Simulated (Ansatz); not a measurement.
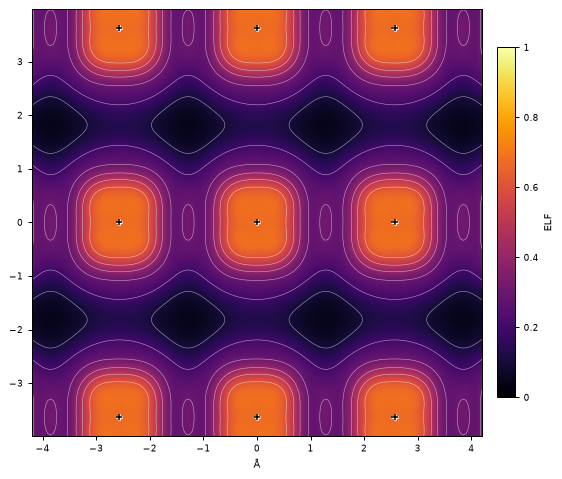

The ELF on a plane through atoms (crosses mark nuclei in the plane).

Level of theory: DFT, r2SCAN, plane waves (500 eV) with PAW, scalar-relativistic in Ansatz 0.2.0.

Candidates:
A. Pt, a = 2.57 Å, b = 2.57 Å, c = 2.57 Å, α = 90.00°, β = 90.00°, γ = 90.00°. Space group Pm-3m; set up as Pt, simple cubic; a generated structure, not necessarily the stable one; changed on purpose from its base cell (volume × 0.96); computed pressure about 9 GPa in this cell; the program warned that a starting moment wasn't kept; spin-polarised, but the moments vanished.
B. Y, a = 4.13 Å, b = 4.13 Å, c = 4.13 Å, α = 90.00°, β = 90.00°, γ = 90.00°. Space group Im-3m; set up as Y, bcc; a generated structure, not necessarily the stable one; changed on purpose from its base cell (volume × 1.04); spin-polarised.

Question: Which system is this?

Answer: Candidate A: Pt on the (110) plane of the conventional cell, which holds Pt. Pt–Pt (2.57 Å): the ELF is about 0.30 at the midpoint (no shared electron pair shows on this line).
